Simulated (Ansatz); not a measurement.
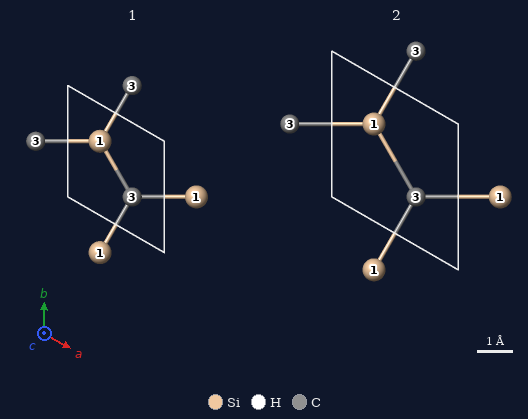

Two geometries of a crystal of SiHC (a generated structure, set up in P-6m2) (coarse preliminary run), drawn at one scale. One is the start of a relaxation, the other its converged end. A ball-and-stick model of the cell of the calculation, seen along the c axis.

All numbers below come from DFT PBE, scalar-relativistic, plane waves, PAW in Ansatz 0.2.0. Settings: plane-wave cutoff 420 eV; k-point mesh 6 × 6 × 6; occupations gaussian; smearing width 0.1 eV; no spin polarisation; cell and atoms relaxed; force threshold 0.04 eV/Å; at most 70 steps.

### Which one is relaxed?

Structure 1 is the relaxed one. After 11 accepted moves (14 points after the start) the energy has fallen by 801 meV per atom. All forces vanish by symmetry, so only the cell relaxes. The pressure goes from −21.23 to 0.00 GPa. The line search rejected the trial step at point 10 of the run. The SCF was repeated twice at an unchanged geometry on a basis and grid sized afresh for the cell, which shifted the energy by 1.4 meV per atom at most. No atom moves by more than 0.005 Å relative to the cell. The volume changes by −40.4 %, with a = b 4.268 → 3.260 Å (−23.6 %), c 2.802 → 2.862 Å (+2.2 %). Near-neighbour distances that change, for instance: C–Si 2.464 → 1.882 Å, Si–Si 2.802 → 2.862 Å, C–H 1.401 → 1.431 Å. The space group stays P-6m2 (No. 187).

Limits of the set-up: the k-point mesh is coarse for a cell with partly filled bands.
